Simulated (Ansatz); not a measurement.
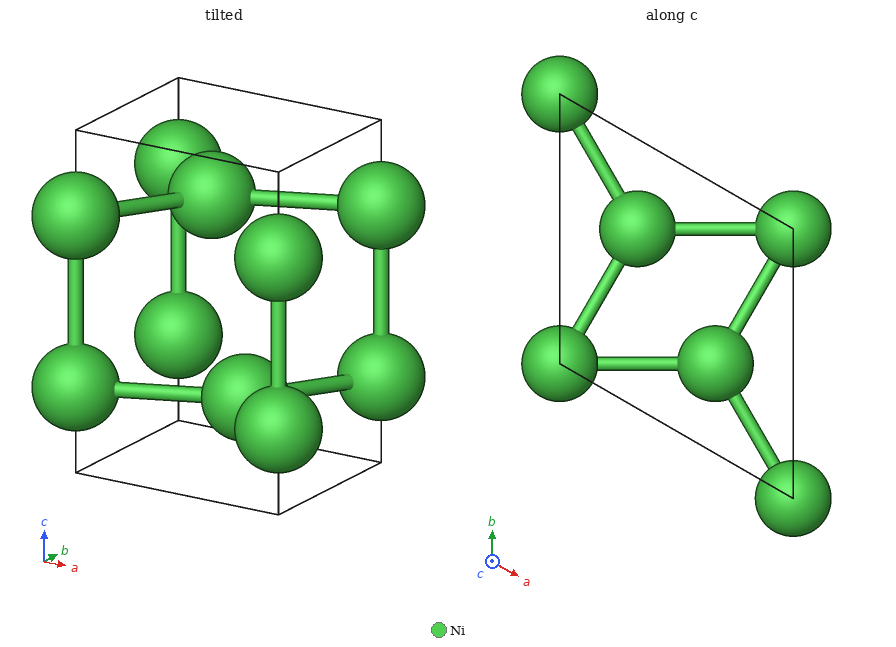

Ball-and-stick representation of a periodic structure, projected slightly off an axis and along the c axis. The lines enclose the conventional unit cell; boundary atoms appear with their images.

Bonds shown: Ni–Ni up to 2.42 Å (cut-off distances).

Question: Count the atoms in the cell.

Answer: 4 (nickel), counting shared atoms by their share.

Question: Lattice type?

Answer: Primitive hexagonal.

Question: Give the space group.

Answer: P6_3/mmc (No. 194), with Ni on 2b and Ni on 2d.

Question: How do the bonded atoms link up through the crystal?

Answer: The bonds build a three-dimensional framework.

Starting structure: a textbook structure type filled with this element (whether it is the usual form wasn't checked). What is shown is the relaxed result from DFT PBEsol, scalar-relativistic, plane waves, PAW in Ansatz.
